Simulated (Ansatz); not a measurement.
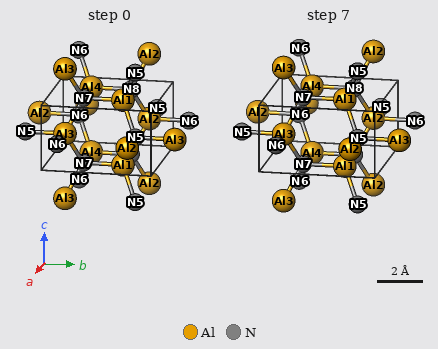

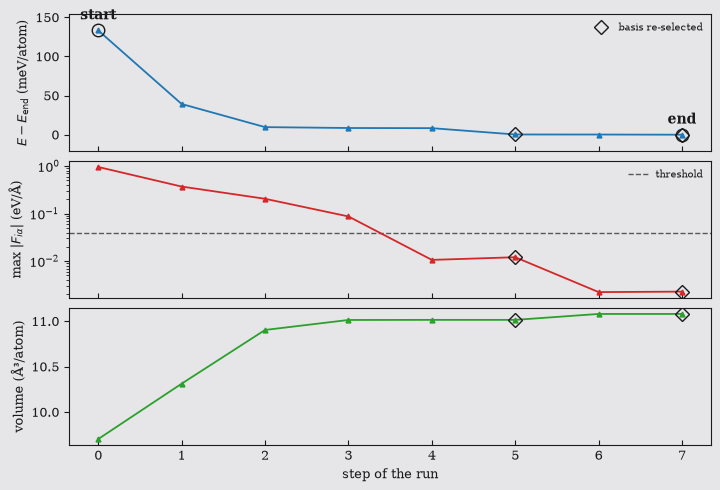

First and last geometry of a relaxation of solid AlN (a generated structure, set up in P4_2/mnm) (coarse preliminary run), with the history of the run. The picture is a ball-and-stick view of the cell of the calculation, seen slightly off an axis.

Level of theory: Ansatz 0.2.0, DFT PBE, scalar-relativistic, plane waves, PAW. (plane-wave cutoff 420 eV; k-point mesh 4 × 4 × 6; occupations gaussian; smearing width 0.1 eV; no spin polarisation; cell and atoms relaxed; force threshold 0.04 eV/Å; at most 70 steps)

Question: Did the run converge, and what did it change?

Answer: It converged. The largest moves relative to the cell, 0.031 Å, are those of N5, N6, N7 and N8. N7 goes along [1 −1 0]. By element the largest moves are N 0.031 Å, Al 0.027 Å. Cell: a = b 5.057 → 5.329 Å (+5.4 %), c 3.035 → 3.122 Å (+2.9 %). Volume +14.2 %. Near-neighbour distances that change, for instance: Al1–N7 1.826 → 1.927 Å, Al1–N5 1.814 → 1.877 Å. Among the angles between lasting bonds that change: N5–Al3–N6 90.0° → 92.4°, Al2–N6–Al3 90.0° → 87.6°. The space group stays P4_2/mnm (No. 136). After 5 accepted moves (7 points after the start) the energy has fallen by 133 meV per atom. The largest force component goes from 0.96 to 0.0023 eV/Å. The pressure goes from 31.50 to 0.07 GPa. At 2 points the geometry stayed and the basis and grid were re-selected for the new cell (energy shift of 8.1 meV per atom at most each time).
